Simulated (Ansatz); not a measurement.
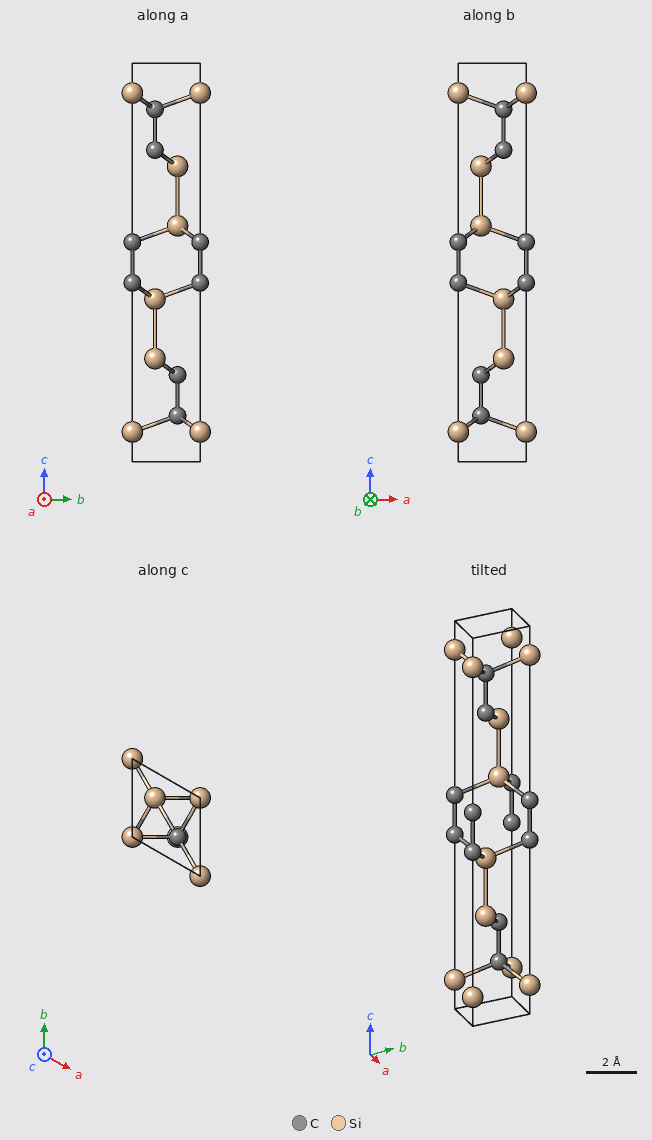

A ball-and-stick rendering, viewed along the a axis, along the b axis, along the c axis and slightly off an axis. Atoms at the boundary of the conventional unit cell (the box) are drawn once for each face, edge or corner they touch.

Lattice parameters: a = 3.134 Å, b = 3.134 Å, c = 15.964 Å, α = 90.00°, β = 90.00°, γ = 120.00°.

Turn the picture into a table of Wyckoff sites, with free fractional coordinates to two decimals.

Space group R-3m:H (No. 166).
```json
{"atom": "C", "site": "6c", "x": "0.3333", "y": "0.6667", "z": "0.12"}
{"atom": "Si", "site": "6c", "x": "0.6667", "y": "0.3333", "z": "0.26"}
```

The structure was taken from a structure type filled with these elements by a generator (whether the compound takes this form wasn't checked). The cell was then strained or its atoms displaced on purpose. It went into a calculation with Ansatz.

At this level of theory the cell isn't at rest (stretched, at -8 GPa), so its distances can differ from those at equilibrium, the more so the softer the solid.
